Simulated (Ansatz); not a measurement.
System: CH on a slab of content Ti.

The given structure:
```xyz
4
Lattice="2.8679 0.0000 0.0000 -1.4340 2.4837 0.0000 0.0000 0.0000 24.0249" Properties=species:S:1:pos:R:3 pbc="T T T"
Ti    1.4339    0.8279    8.5000
Ti    0.0000    1.6558   10.8417
Ti    0.0000    0.0000   13.2214
Ti    1.4339    0.8279   15.4096
```

Computed with Ansatz 0.2.0: adsorption at several starting sites on a slab cut from the named crystal, one adsorbate a surface cell, the lower planes held, the adsorption energy counts from the clean slab and the free, spin-polarised adsorbate, negative where bound, plane waves with PAW datasets, Γ-centred k mesh. Level: PBEsol, no spin polarisation.

- crystal formula: Ti
- crystal space group number: 225
- Miller index h: 1
- Miller index k: 1
- Miller index l: 1
- top plane: Ti
- bottom plane: Ti
- planes: 4
- surface cell: (1, 1)
- slab thickness as cut: 7.02 Å
- vacuum: 17 Å
- surface area: 7.123 Å²
- wave cutoff: 420 eV
- k mesh: 12×12×1
- occupations: Gaussian
- smearing width: 0.1 eV
- boundary: dipole corrected
- adsorbate: CH

Sites are named by a rule of distances and placed in fractions of the cell vectors a and b; the slab's top layers relax too; key: 1 = top site at (0.67, 0.33); 2 = hollow site at (0.33, 0.67); 3 = bridge site at (0.17, 0.83).

Describe the result: the adsorption energy of each starting site.

Among these starts the lowest is no. 2, at −6.602 eV; the next, no. 3, is 0.110 eV higher.

```json
{"starting site": "no. 1", "adsorption energy (eV)": "-4.749", "height over highest slab atom (Å)": "1.932", "lateral move (Å)": "0.00", "dipole change (e Å)": "0.052"}
{"starting site": "no. 2", "adsorption energy (eV)": "-6.602", "height over highest slab atom (Å)": "1.008", "lateral move (Å)": "0.00", "dipole change (e Å)": "0.049"}
{"starting site": "no. 3", "adsorption energy (eV)": "-6.492", "height over highest slab atom (Å)": "1.281", "lateral move (Å)": "0.32", "dipole change (e Å)": "0.026"}
```

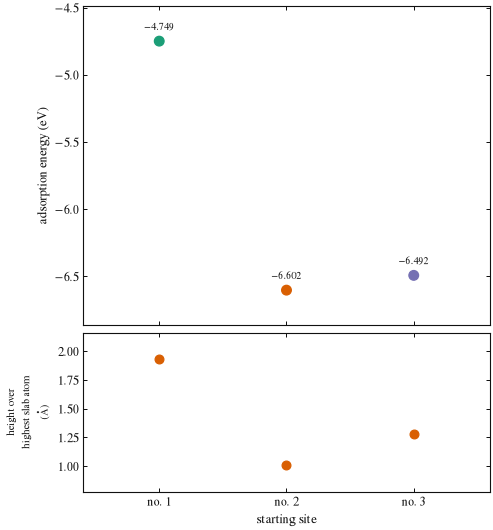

Note: xc potential rough in thin density.
